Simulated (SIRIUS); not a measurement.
**A series of single points on Ru**

System: Ru (P6₃/mmc, 2 atoms in the cell).
Method: Kohn-Sham DFT of a periodic cell, PBEsol, dojo-sr-pbesol-0.4.1-standard, no spin polarisation (SIRIUS 7.12.0).

The 7 runs differ only in the geometry, by an even scaling of the cell at fixed fractional positions. The structure derives from an entry of the Crystallography Open Database.

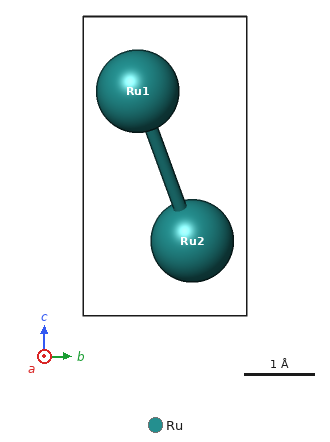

Figure 1. The structure of run 4 (ball-and-stick view of the cell of the calculation, along the a axis; atoms are numbered from 1 in the order of the input). An atom can appear more than once, as a periodic image.

## Input of run 4
```
{
  "control": {
    "processing_unit": "cpu",
    "verbosity": 2,
    "num_bands_to_print": 25,
    "print_forces": true,
    "print_stress": true
  },
  "parameters": {
    "electronic_structure_method": "pseudopotential",
    "xc_functionals": ["XC_GGA_X_PBE_SOL", "XC_GGA_C_PBE_SOL"],
    "gk_cutoff": 9.2,
    "pw_cutoff": 18.4,
    "ngridk": [11, 11, 6],
    "shiftk": [0, 0, 0],
    "smearing": "fermi_dirac",
    "smearing_width": 0.0018374661,
    "num_bands": 25,
    "num_mag_dims": 0,
    "num_dft_iter": 100,
    "energy_tol": 1e-08,
    "density_tol": 1e-06
  },
  "iterative_solver": {
    "type": "davidson",
    "min_tolerance": 1e-10
  },
  "mixer": {
    "type": "anderson",
    "beta": 0.7,
    "max_history": 8
  },
  "settings": {
    "tol_ne": 1e-10,
    "pseudo_grid_cutoff": 6.5
  },
  "unit_cell": {
    "lattice_vectors": [
      [5.113220948012, 0.0, 0.0],
      [-2.556610474006, 4.428179236217, 0.0],
      [0.0, 0.0, 8.091618293035]
    ],
    "atom_coordinate_units": "lattice",
    "atom_types": ["Ru"],
    "atom_files": {
      "Ru": "Ru.json"
    },
    "atoms": {
      "Ru": [
        [0.6666666667, 0.3333333333, 0.75],
        [0.3333333333, 0.6666666667, 0.25]
      ]
    }
  }
}
```

Command:
```bash
upf_to_json Ru.upf
OMP_NUM_THREADS=4 sirius.scf --input=sirius.json --output=out.json --task=0
```

Lattice vectors (Å) and fractional positions of run 4:
```
   2.705800    0.000000    0.000000
  -1.352900    2.343292    0.000000
   0.000000    0.000000    4.281900
Ru  0.666667  0.333333  0.750000
Ru  0.333333  0.666667  0.250000
```

Run 2 differs from it as follows:
```diff
-      [5.113220948012, 0.0, 0.0],
-      [-2.556610474006, 4.428179236217, 0.0],
-      [0.0, 0.0, 8.091618293035]
+      [5.044114896303, 0.0, 0.0],
+      [-2.522057448057, 4.368331639897, 0.0],
+      [0.0, 0.0, 7.982258694005]
```

## Results, with one run withheld

```tsv
run	volume per atom (Å³)	free energy per atom, from the lowest run given (meV)	pressure (GPa)
1	12.760	30.25	17.29
2	13.032	?	?
3	13.303	0.00	1.08
4	13.575	3.93	−5.70
5	13.846	18.71	−11.73
6	14.118	43.11	−17.07
7	14.389	76.05	−21.81
```

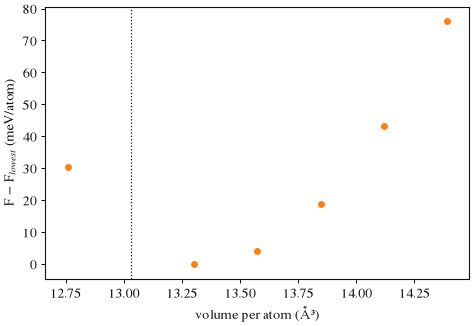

Figure 2. Free energy per atom of the runs given; the dotted line marks run 2.

Fit the runs given and predict run 2.

A cubic polynomial in V^(−2/3) (the Birch–Murnaghan form), fitted to the 6 runs given, misses them by at most 0.03 meV per atom. With x = V^(−2/3) − 0.17511 Å⁻², it reads F = 6.8509 − 5336.9 x + 1.0106e+06 x² + 2.2597e+06 x³ (meV per atom). At run 2 it gives 8.24 meV per atom, and the run itself gives 8.27. The slope of the fit gives a pressure −dF/dV of 8.75 GPa there, and the run prints 8.71 GPa. The fit has its minimum at 13.347 Å³ per atom, where V d²F/dV² gives 347 GPa. Cell shape and fractional positions are held, so this is the stiffness under even scaling; the relaxed bulk modulus wasn't computed.

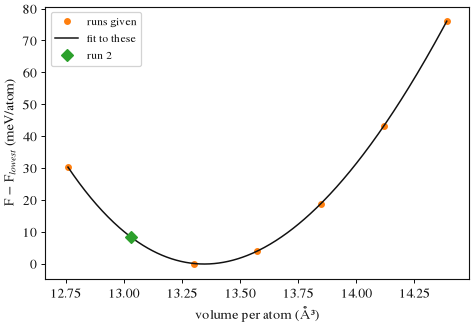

Figure 3. The fit and the withheld run.

## Some lines of the output (run 2)
```
[...]
[find] Free energy (E-TS)             :    -202.04768365 (Ha),    -404.09536730 (Ry)
[find] Efermi                         :       0.90751330
[find] Total energy                   :    -202.04709911 (Ha),    -404.09419821 (Ry)
[find] Free energy (E-TS)             :    -202.04768390 (Ha),    -404.09536779 (Ry)
[find] Efermi                         :       0.90758940
[find] Total energy                   :    -202.04709914 (Ha),    -404.09419828 (Ry)
[find] Free energy (E-TS)             :    -202.04768392 (Ha),    -404.09536785 (Ry)
[find] Efermi                         :       0.90760389
[find] Total energy                   :    -202.04709914 (Ha),    -404.09419829 (Ry)
[find] Free energy (E-TS)             :    -202.04768393 (Ha),    -404.09536786 (Ry)
[find] Efermi                         :       0.90760304
[find] Efermi                         :       0.90760108
[find] Efermi                         :       0.90760056
[find] Efermi                         :       0.90760070
```
